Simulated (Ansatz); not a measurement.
# Run report: Ta23N24, single-point calculation (part 2 of 2)

Continued. System: Ta23N24 (defect cell, 47 atoms in the cell). Method: DFT PBE, scalar-relativistic, plane waves, PAW, spin-polarised (Ansatz 0.2.0); cutoff 420 eV, 2×2×2 k-mesh, Gaussian smearing of 0.05 eV, collinear spins. The structure derives from an entry of the Crystallography Open Database.

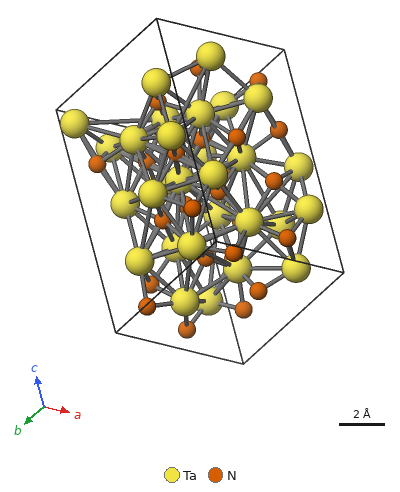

The structure as given in the input (ball-and-stick view of the cell of the calculation, seen at an oblique angle). An atom can appear more than once, as a periodic image.

Log, continued
```
  k-point 0 ↑: bands = ["-47.3995", "-47.3813", "-47.3711", "-47.3359", "-47.3347", "-47.2288", "-47.1978", "-47.0740", "-47.0630", "-47.0315", "-47.0185", "-46.9973", "-46.9267", "-46.8883", "-46.8566", "-46.8389", "-46.8223", "-46.8139", "-46.7538", "-46.7197", "-46.6513", "-46.6371", "-46.0558", "-14.6620", "-14.6377", "-14.5698", "-14.5348", "-14.4735", "-14.4400", "-14.4287", "-14.3977", "-14.3603", "-14.3250", "-14.2876", "-14.2831", "-14.2510", "-14.2413", "-14.2008", "-14.1756", "-14.1619",
      "-14.1466", "-14.1141", "-14.0819", "-14.0621", "-14.0556", "-14.0012", "-13.9910", "-13.9724", "-13.9437", "-13.9204", "-13.9139", "-13.8934", "-13.8580", "-13.8459", "-13.8349", "-13.8130", "-13.7875", "-13.7744", "-13.7594", "-13.7503", "-13.7353", "-13.7025", "-13.6771", "-13.6627", "-13.6353", "-13.6208", "-13.5800", "-13.5538", "-13.5534", "-13.5476", "-13.5134", "-13.4944", "-13.4696", "-13.4610", "-13.4283", "-13.4108", "-13.3869", "-13.3631", "-13.3341", "-13.3179",
      "-13.2702", "-13.2576", "-13.2229", "-13.1523", "-13.1321", "-13.0987", "-13.0909", "-12.9953", "-12.9135", "-12.9004", "-12.5757", "-12.5289", "2.9102", "4.1802", "4.4473", "4.5214", "4.7753", "4.8526", "4.8959", "4.9693", "5.0642", "5.2153", "5.2674", "5.3242", "5.4117", "5.4869", "5.6546", "5.7160", "5.7897", "5.8814", "5.9411", "6.0345", "6.2640", "6.3114", "6.5427", "6.6480", "12.4486", "12.5311", "12.5552", "12.8370",
      "12.9704", "13.0542", "13.2019", "13.2072", "13.2544", "13.3070", "13.4004", "13.4166", "13.4728", "13.5375", "13.6779", "13.7308", "13.8169", "13.9286", "13.9899", "14.0663", "14.1360", "14.1667", "14.2479", "14.3235", "14.4217", "14.4708", "14.5611", "14.6207", "14.6905", "14.7613", "14.8411", "14.8753", "14.9767", "15.0266", "15.1869", "15.2157", "15.2664", "15.2796", "15.4118", "15.4702", "15.5567", "15.6233", "15.6948", "15.7085",
      "15.8547", "16.0312", "16.0584", "16.1887", "16.2288", "16.3325", "16.3905", "16.4882", "16.5248", "16.6311", "16.7773", "16.8492", "16.9262", "16.9556", "17.0983", "17.1927", "17.3693", "17.4427", "17.5168", "17.6317", "17.7213", "17.8053", "17.8345", "17.9332", "18.0881", "18.1939", "18.3878", "18.4398", "18.5257", "18.8597", "19.0133", "19.0990", "19.1472", "19.3460", "19.4666", "19.5109", "19.6467", "19.6870", "19.8434", "19.9321",
      "20.0343", "20.0869", "20.2404", "20.4856", "20.5095", "20.6400", "20.9091", "21.0015", "21.1014", "21.2684", "21.4596", "21.5892", "21.7419", "21.8892", "21.9347", "22.0196", "22.1885", "22.3011", "22.4873", "22.5571", "22.6621", "22.7141", "22.8370", "23.0063", "23.0654", "23.1107", "23.1787"]
  k-point 1 ↑: bands = ["-47.3994", "-47.3814", "-47.3711", "-47.3359", "-47.3347", "-47.2288", "-47.1978", "-47.0739", "-47.0631", "-47.0314", "-47.0183", "-46.9974", "-46.9267", "-46.8884", "-46.8566", "-46.8388", "-46.8230", "-46.8132", "-46.7539", "-46.7197", "-46.6513", "-46.6371", "-46.0558", "-14.6570", "-14.6412", "-14.5717", "-14.5125", "-14.4683", "-14.4328", "-14.4124", "-14.3838", "-14.3617", "-14.3486", "-14.3109", "-14.2882", "-14.2629", "-14.2322", "-14.2124", "-14.1850", "-14.1796",
      "-14.1496", "-14.1259", "-14.0911", "-14.0707", "-14.0539", "-14.0152", "-13.9645", "-13.9559", "-13.9399", "-13.9281", "-13.9108", "-13.9026", "-13.8899", "-13.8528", "-13.8324", "-13.7919", "-13.7814", "-13.7693", "-13.7440", "-13.7168", "-13.7104", "-13.7005", "-13.6747", "-13.6674", "-13.6455", "-13.6117", "-13.5990", "-13.5762", "-13.5452", "-13.5405", "-13.5202", "-13.4732", "-13.4577", "-13.4471", "-13.4241", "-13.4129", "-13.3849", "-13.3655", "-13.3522", "-13.3197",
      "-13.2791", "-13.2553", "-13.2190", "-13.1560", "-13.1401", "-13.1025", "-13.0915", "-12.9938", "-12.9151", "-12.9023", "-12.5765", "-12.5297", "3.2237", "3.5164", "4.5015", "4.5935", "4.7388", "4.8372", "4.8784", "5.0600", "5.1382", "5.2262", "5.2759", "5.3643", "5.5197", "5.5493", "5.6522", "5.7386", "5.7935", "5.8505", "5.9698", "6.0314", "6.2896", "6.3768", "6.4266", "6.5790", "12.4584", "12.5220", "12.5693", "12.7302",
      "12.8443", "12.9810", "13.0721", "13.1441", "13.2369", "13.3226", "13.4536", "13.5108", "13.5481", "13.6166", "13.6829", "13.7754", "13.8168", "13.9825", "14.0021", "14.0747", "14.1221", "14.1744", "14.3056", "14.3259", "14.3925", "14.4785", "14.5608", "14.6212", "14.7172", "14.8054", "14.9074", "14.9583", "14.9814", "15.0809", "15.1148", "15.2407", "15.2706", "15.2887", "15.3851", "15.4682", "15.5246", "15.6243", "15.6901", "15.7977",
      "15.8921", "15.9190", "15.9554", "16.0393", "16.1354", "16.2775", "16.3292", "16.5033", "16.6103", "16.6628", "16.8117", "16.8827", "16.9013", "16.9644", "17.1772", "17.2269", "17.2959", "17.3990", "17.5105", "17.6021", "17.7318", "17.8589", "17.9690", "18.0574", "18.1343", "18.1761", "18.2735", "18.3648", "18.5982", "18.8207", "18.9809", "19.0270", "19.2692", "19.3196", "19.4217", "19.5187", "19.6126", "19.7078", "19.7817", "19.8900",
      "20.1234", "20.1331", "20.3673", "20.5089", "20.7001", "20.7610", "20.8198", "20.9509", "21.0605", "21.0998", "21.2878", "21.6059", "21.7110", "21.7186", "21.9233", "22.1092", "22.2315", "22.2561", "22.3657", "22.5643", "22.6280", "22.7620", "22.8671", "22.8983", "22.9765", "23.1478", "23.1982"]
  k-point 2 ↑: bands = ["-47.3991", "-47.3811", "-47.3715", "-47.3359", "-47.3346", "-47.2288", "-47.1977", "-47.0734", "-47.0638", "-47.0314", "-47.0185", "-46.9973", "-46.9270", "-46.8888", "-46.8547", "-46.8395", "-46.8221", "-46.8142", "-46.7580", "-46.7156", "-46.6518", "-46.6370", "-46.0558", "-14.6648", "-14.6004", "-14.5525", "-14.5366", "-14.4853", "-14.4547", "-14.4147", "-14.3983", "-14.3822", "-14.3303", "-14.3251", "-14.2786", "-14.2500", "-14.2221", "-14.1821", "-14.1788", "-14.1648",
      "-14.1525", "-14.1227", "-14.1074", "-14.0799", "-14.0729", "-14.0373", "-14.0191", "-14.0053", "-13.9618", "-13.9349", "-13.9096", "-13.8964", "-13.8499", "-13.8224", "-13.8127", "-13.7982", "-13.7782", "-13.7549", "-13.7394", "-13.7285", "-13.7004", "-13.6965", "-13.6765", "-13.6526", "-13.6185", "-13.5943", "-13.5732", "-13.5681", "-13.5389", "-13.5331", "-13.5181", "-13.4986", "-13.4693", "-13.4575", "-13.4273", "-13.3901", "-13.3679", "-13.3603", "-13.3052", "-13.2931",
      "-13.2853", "-13.2528", "-13.2230", "-13.1948", "-13.1586", "-13.1182", "-13.1038", "-13.0088", "-12.9350", "-12.9007", "-12.5783", "-12.5372", "3.5360", "3.7533", "4.1377", "4.4167", "4.6345", "4.8165", "4.8932", "4.9809", "5.0289", "5.1962", "5.2455", "5.3531", "5.4311", "5.5019", "5.6352", "5.7825", "5.8475", "5.9307", "6.0286", "6.1686", "6.3367", "6.3886", "6.4767", "6.6078", "12.1430", "12.3635", "12.5692", "12.7275",
      "12.7953", "12.9276", "12.9981", "13.1654", "13.2319", "13.2599", "13.4404", "13.5086", "13.6131", "13.6676", "13.7930", "13.8313", "13.9212", "13.9731", "14.0865", "14.1463", "14.1877", "14.2777", "14.3204", "14.3561", "14.4315", "14.5371", "14.6331", "14.7291", "14.7506", "14.8243", "14.9211", "15.0274", "15.0672", "15.1287", "15.1612", "15.2108", "15.3040", "15.3491", "15.4432", "15.4935", "15.5672", "15.6317", "15.7506", "15.7814",
      "15.8516", "15.9160", "16.0182", "16.0626", "16.2046", "16.2380", "16.3720", "16.5420", "16.6539", "16.7159", "16.7537", "16.8710", "16.8909", "16.9984", "17.0718", "17.1998", "17.2429", "17.3710", "17.4635", "17.5938", "17.6593", "17.7111", "17.7175", "17.8721", "17.9628", "18.1814", "18.3633", "18.4115", "18.6502", "18.7438", "18.8018", "18.9017", "19.1592", "19.3364", "19.4001", "19.5836", "19.6555", "19.6944", "19.8053", "19.9352",
      "19.9995", "20.0825", "20.1887", "20.3326", "20.6140", "20.7209", "20.9592", "21.1055", "21.1165", "21.2775", "21.3063", "21.3576", "21.7540", "21.7950", "21.9535", "22.0231", "22.0346", "22.1846", "22.3928", "22.4776", "22.7048", "22.8449", "22.8890", "22.9937", "23.1141", "23.2220", "23.2535"]
  k-point 7 ↓: bands = ["-47.3989", "-47.3809", "-47.3714", "-47.3360", "-47.3345", "-47.2292", "-47.1977", "-47.0730", "-47.0626", "-47.0318", "-47.0198", "-46.9980", "-46.9272", "-46.8887", "-46.8552", "-46.8388", "-46.8220", "-46.8141", "-46.7583", "-46.7158", "-46.6513", "-46.6368", "-46.0558", "-14.7317", "-14.6294", "-14.5524", "-14.5074", "-14.4690", "-14.4651", "-14.4156", "-14.3959", "-14.3515", "-14.3105", "-14.2981", "-14.2960", "-14.2845", "-14.2380", "-14.2047", "-14.1989", "-14.1575",
      "-14.1266", "-14.1050", "-14.0880", "-14.0600", "-14.0485", "-14.0106", "-13.9608", "-13.9471", "-13.9238", "-13.9217", "-13.9116", "-13.9019", "-13.8552", "-13.8421", "-13.8232", "-13.7986", "-13.7828", "-13.7713", "-13.7487", "-13.7393", "-13.7270", "-13.7204", "-13.6743", "-13.6676", "-13.6219", "-13.6195", "-13.6062", "-13.5607", "-13.5443", "-13.5310", "-13.5201", "-13.5084", "-13.4719", "-13.4603", "-13.4463", "-13.4157", "-13.4014", "-13.3260", "-13.3079", "-13.2868",
      "-13.2845", "-13.2507", "-13.2169", "-13.1716", "-13.1466", "-13.1435", "-13.0851", "-13.0125", "-12.9161", "-12.9139", "-12.5781", "-12.5334", "3.8351", "4.0155", "4.1496", "4.3293", "4.4019", "4.5584", "4.8593", "4.9321", "4.9521", "5.0948", "5.2550", "5.3601", "5.4544", "5.5121", "5.5725", "5.7530", "5.8222", "6.0255", "6.0493", "6.2361", "6.3069", "6.4485", "6.4769", "6.6935", "12.2541", "12.3102", "12.4192", "12.5878",
      "12.7718", "12.8572", "13.0751", "13.1611", "13.2232", "13.3755", "13.4895", "13.5388", "13.5946", "13.6798", "13.7364", "13.8441", "13.8721", "14.0959", "14.1277", "14.1857", "14.2385", "14.2777", "14.3685", "14.4611", "14.4845", "14.5817", "14.6336", "14.6731", "14.7331", "14.8630", "14.9489", "14.9856", "15.0113", "15.0461", "15.1832", "15.2282", "15.3231", "15.4112", "15.4300", "15.5179", "15.6214", "15.6677", "15.7054", "15.7511",
      "15.8047", "15.9752", "16.0642", "16.1362", "16.1738", "16.2672", "16.3735", "16.5527", "16.5620", "16.6423", "16.7272", "16.7881", "16.8218", "16.9982", "17.0096", "17.1087", "17.2121", "17.4075", "17.4464", "17.5134", "17.8017", "17.8643", "17.8820", "18.0877", "18.1380", "18.1565", "18.3030", "18.4677", "18.5084", "18.6842", "18.8947", "19.0276", "19.1064", "19.2329", "19.2797", "19.3544", "19.4951", "19.5937", "19.7470", "19.8318",
      "19.9326", "20.0785", "20.2321", "20.3231", "20.5713", "20.6585", "20.8257", "20.9395", "20.9994", "21.2650", "21.4430", "21.6022", "21.7676", "21.8013", "21.8305", "22.0803", "22.2362", "22.4515", "22.4799", "22.5785", "22.6063", "22.8885", "22.9081", "23.0252", "23.0892", "23.1762", "23.3024"]
--- Löwdin populations: 47 sites ---
  site symbol       q [e]    m [muB]
     0     Ta     12.2906    -0.0000
     1     Ta     12.1580    -0.0000
     2     Ta     12.4198    -0.0000
     3     Ta     12.1472    -0.0000
     4     Ta     12.2439    -0.0000
     5     Ta     12.2990    -0.0000
     6     Ta     12.1937    -0.0000
     7     Ta     12.4079    -0.0000
     8     Ta     12.0335    -0.0000
     9     Ta     12.3204    -0.0000
    10     Ta     12.2780    -0.0000
    11     Ta     12.2314    -0.0000
    12     Ta     12.2874    -0.0000
    13     Ta     12.0661    -0.0000
    14     Ta     12.4044    -0.0000
    15     Ta     12.5770    -0.0000
    16     Ta     12.0315    -0.0000
    17     Ta     12.3848    -0.0000
    18     Ta     12.0628    -0.0000
    19     Ta     12.1161    -0.0000
    20     Ta     12.3915    -0.0000
    21     Ta     12.2168     0.0000
    22     Ta     12.2821     0.0000
    23      N      5.6723    -0.0000
    24      N      5.6331     0.0000
    25      N      5.6575    -0.0000
    26      N      5.6850     0.0000
    27      N      5.6588    -0.0000
    28      N      5.6327    -0.0000
    29      N      5.6700    -0.0000
    30      N      5.6056    -0.0000
    31      N      5.5982     0.0000
    32      N      5.6368    -0.0000
    33      N      5.6262    -0.0000
    34      N      5.6671    -0.0000
    35      N      5.6120     0.0000
    36      N      5.6363    -0.0000
    37      N      5.5997    -0.0000
    38      N      5.6130    -0.0000
    39      N      5.6244    -0.0000
    40      N      5.6230     0.0000
    41      N      5.6980    -0.0000
    42      N      5.6247     0.0000
    43      N      5.6276    -0.0000
    44      N      5.6274    -0.0000
    45      N      5.5736    -0.0000
    46      N      5.6435    -0.0000
  spilling = 0.004559 (of n_electrons = 419.000000)
--- Band densities, each state counted as filled ---
  window                                       electrons  max residual (eV)  cut levels
  e_range: [-0.25, 0.25]             3.375000 + 3.375000             3.1e-6           0
  e_range: [-1.2, 0]                 8.250000 + 8.250000             4.0e-6           0
  e_range: [0, 1.2]                  9.375000 + 9.375000             3.7e-6           0
```

Key numbers

```tsv
quantity	value
outcome	converged
electrons treated	419
free energy	−237677.1602 eV
Fermi energy	21.259 eV
gap on the k-point mesh	none (metallic)
net moment of the cell	0.00 μB
integrated absolute moment	0.00 μB
largest force (length of the vector)	1.379 eV/Å
hardware	8 threads of Arm Neoverse V1, 24 GiB of memory available, shared host
wall time	3.9 min (CPU time 31 min)
peak memory	5.6 GiB
```

Notes

Spin–orbit coupling is left out, which matters for Ta.
